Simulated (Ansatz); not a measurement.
**Ti: single-point calculation**

The run: single-point calculation of Ti (1 atom in the cell). Method and program: DFT, PBEsol, plane waves, PAW, no spin polarisation (Ansatz 0.2.0).

The structure derives from an entry of the Crystallography Open Database. Some settings of this run were made unusual or wrong on purpose. Figures and captions count atoms from 1; the log counts them from 0 in places.

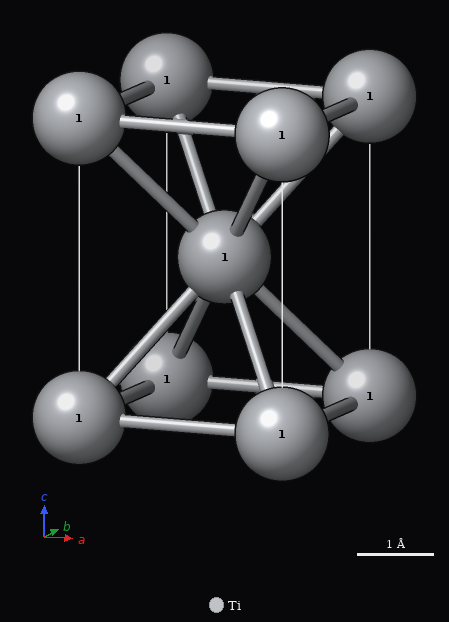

Fig. 1: The input geometry (ball-and-stick view of the cell 2 times as large as that of the calculation, set on its symmetry axes, seen slightly off an axis; atoms are numbered from 1 in the order of the input). An atom can appear more than once, as a periodic image. Near neighbours in the periodic cell (some may lie outside the picture): Ti has 12 Ti at 2.90 to 2.94 Å.

**Input file**
```yaml
crystal:
  lattice:
    - [0.0, 2.0786191803, 2.0279211515]
    - [2.0786191803, 0.0, 2.0279211515]
    - [2.0786191803, 2.0786191803, 0.0]
  atoms:
    - { symbol: Ti, position: [0.0, 0.0, 0.0] }
basis:
  ecutwfc: 420
kpoints:
  mp_grid: { grid: [26, 26, 26] }
hamiltonian:
  xc: pbesol
scf:
  occupations: { method: gaussian, width: 0.15 }
  convergence: { dr2_threshold: 1.0e-14 }
  max_iter: 80
output:
  forces: true
  eigenvalues: true
  stress: true
```

Hardware: 2 threads of AMD EPYC (Zen 5), 32 GiB of memory available, shared host.

Run as:
```bash
ansatz run input.yaml --threads 2 --pin off --max-ram 5120MiB --backend cpu --events-out ev --progress --plain --runs-dir out
```

**Log**
```
Engine: ansatz 0.2.0, x86_64-unknown-linux-gnu
Pseudopotentials: kind: paw
Pseudopotential: Ti, paw, valence charge 12, recommended cutoff 420 eV (normal), Ti.paw.azcp
Functional definition: PBEsol
  exchange = pbesol_x
  correlation = pbesol_c
Crystal: 1 atoms, lattice volume = 17.524 Å³
Basis set: ecut = 420 eV, 331 PW (Γ), exchange–correlation on 40×40×40 points (8 copies of the dense FFT grid, shifted against one another)
Bands: 10, of which v1, the nominal top of the filled ones, is band 6 counted from 1 (5 counted from 0)
Symmetry: 16 space group operations
Space group: I4/mmm (ITA 139), of the structure as read, at distance tolerance 2.6e-5 Å
k-points: 1330 of 17576
Non-local potential: Ti, projectors of the file, l = 0: 3, l = 1: 2, l = 2: 3, l = 3: 1
PAW form: soft (Blöchl's): semilocal exchange-correlation on the pseudo side does not see the compensation charge
PAW frozen core: Ti, regenerated for the run's functional, and the local potential with it (the file was generated under x = pbe(κ = 0.804, μ = 0.2195149727645171), c = pbe(β = 0.06672455060314922))
PAW one-centre angular grid: Ti, 590 points (default); XC on 64 Gauss nodes
Initial density: superposition of atomic densities (neutral atoms: chi_scale 0, normalization atom), corrected by the library's trained network
Initial wavefunctions: pseudopotential atomic-orbital guess
Functional: x = pbesol(κ = 0.804, μ = 0.12345679012345678), c = pbesol(β = 0.046)
SCF iter   1: F=—  HF=-2473.837339 eV  |F-HF|=—  |Δ(HF+E_count)|=         —  Δρ=6.83e-3  dr2=6.43e-3  ethr=1.77e-3  ⟨swp⟩=4.3  Hψ=68458  notcnv=0
preconditioner: auto → none  [metal: Δε(μ)=0.005 eV  Ē_g=4.131 eV  σ=0.150 eV  W_gap=0.02  n_scr=0 (ndim 8)  ℏωp=17.7 eV  f_vac=0.000  D(μ)=1.76/eV (n_scr^D=14)]
SCF iter   2: F=—  HF=-2473.835294 eV  |F-HF|=—  |Δ(HF+E_count)|=   2.04e-3  Δρ=2.10e-3  dr2=5.68e-4  ethr=5.35e-5  ⟨swp⟩=3.0  Hψ=35801  notcnv=0  defer=9
SCF iter   3: F=—  HF=-2473.835131 eV  |F-HF|=—  |Δ(HF+E_count)|=   1.63e-4  Δρ=8.88e-4  dr2=3.59e-5  ethr=4.73e-6  ⟨swp⟩=2.9  Hψ=22024  notcnv=0  defer=9
SCF iter   4: F=—  HF=-2473.835152 eV  |F-HF|=—  |Δ(HF+E_count)|=   2.02e-5  Δρ=6.55e-5  dr2=4.25e-7  ethr=2.99e-7  ⟨swp⟩=1.0  Hψ=13318  notcnv=0  defer=9
SCF iter   5: F=—  HF=-2473.835153 eV  |F-HF|=—  |Δ(HF+E_count)|=   8.67e-7  Δρ=7.25e-6  dr2=8.10e-9  ethr=3.54e-9  ⟨swp⟩=2.3  Hψ=17797  notcnv=0  defer=9
SCF iter   6: F=—  HF=-2473.835153 eV  |F-HF|=—  |Δ(HF+E_count)|=   1.50e-9  Δρ=1.07e-6  dr2=1.58e-10  ethr=6.75e-11  ⟨swp⟩=2.7  Hψ=19749  notcnv=0  defer=9
SCF iter   7: F=—  HF=-2473.835153 eV  |F-HF|=—  |Δ(HF+E_count)|=  3.50e-11  Δρ=2.22e-7  dr2=5.73e-12  ethr=1.32e-12  ⟨swp⟩=2.1  Hψ=15890  notcnv=0  defer=9
SCF iter   8: F=-2473.835153 eV  HF=-2473.835153 eV  |F-HF|=0.00e0  |Δ(HF+E_count)|=  1.36e-12  Δρ=5.93e-9  dr2=2.48e-15  ethr=1.00e-12  ⟨swp⟩=3.0  Hψ=49395  notcnv=0
SCF 1 converged in 8 iterations: F = -2473.835153 eV  dr2 = 2.48e-15
  greatest PAW one-centre occupation: 0.999 electrons in one spin orbital (limit 2), on the Ti atom at site 0 (counted from 0), in its partial waves of l = 0
SCF converged after 8 iterations
Free energy (F): -2473.835153 eV
Harris-Foulkes:  -2473.835153 eV  (|F-HF|=0.00e0)
Internal energy: -2473.815178 eV  (E = F + TS)
E sigma→0 (E₀):  -2473.825165 eV
Entropy (-TS):   -0.019974 eV (-19.974 meV/atom)
Fermi energy:    12.995817 eV
--- Per-component energies (eV) ---
  E_band       = -159.213996
  E_kinetic    = 271.929819
  E_local      = -818.098739  (includes V_loc(G=0)·N_el)
  E_nonlocal   = 9.401097
  E_hartree    = 334.586039
  E_xc         = -96.482536
  E_vxc        = -121.213852  (∫ρ·V_xc dr)
  E_paw        = -1022.429786  (= ΣΔE_a)
  E_vpaw       = -170.404505  (= ΣTr[D̂ρ^β])
  E_aug_tail   = 0.000106  (compensation charges beyond the density's cutoff)
  E_ewald      = -1152.860563
  E_core_change = 0.139384  (= ΣΔE_core)
  E_smearing   = -0.019974  (= −TS)
  E_closure    = 0.000000  (closes the sum)
  Σ components = -2473.835153   (vs F -2473.835153, Δ=0.00e0)
--- Forces (eV/Å), atoms counted from 1 ---
  atom   1  Ti    -0.00000000     0.00000000     0.00000000
  max |Σ_I F_I| component: 7.40e-32 eV/Å
--- Stress (GPa, compression-positive) ---
       -5.417010       0.000000       0.000000
        0.000000      -5.417010       0.000000
        0.000000       0.000000      -4.574798
  P = ⅓ Tr σ = -5.1363 GPa (-51.363 kbar)
--- Band table (eV; the first three rows and the last of 1330) ---
  k-point 0: bands = ["-43.4549", "-19.4349", "-19.4349", "-19.4306", "6.9385", "13.8123", "13.8123", "14.0017", "15.3692", "15.5879"]
  k-point 1: bands = ["-43.4532", "-19.4438", "-19.4363", "-19.4328", "6.9863", "13.7974", "13.8299", "14.0043", "15.3589", "15.5750"]
  k-point 2: bands = ["-43.4480", "-19.4728", "-19.4405", "-19.4363", "7.1280", "13.7349", "13.8791", "14.0310", "15.3322", "15.5401"]
  k-point 1329: bands = ["-43.2871", "-20.0500", "-19.6853", "-19.6853", "10.4545", "11.2717", "16.0906", "16.5356", "16.8475", "16.8475"]
```

**Outcome**

| quantity | value |
| --- | --- |
| outcome | converged |
| space group (tolerance 0.01 Å) | I4/mmm (139) |
| electrons treated | 12 |
| free energy | −2473.8352 eV |
| Fermi energy | 12.996 eV |
| gap on the k-point mesh | none (metallic) |
| pressure | −5.14 GPa |
| largest force (length of the vector) | under 0.001 eV/Å |
| wall time | 2.8 s (CPU time 5.3 s) |
| peak memory | 0.59 GiB |

**What went wrong**

A setting was made wrong on purpose: a threshold that can't be met (`scf.convergence.dr2_threshold`). The program still converged, but the numbers can't be taken as results for the intended system.
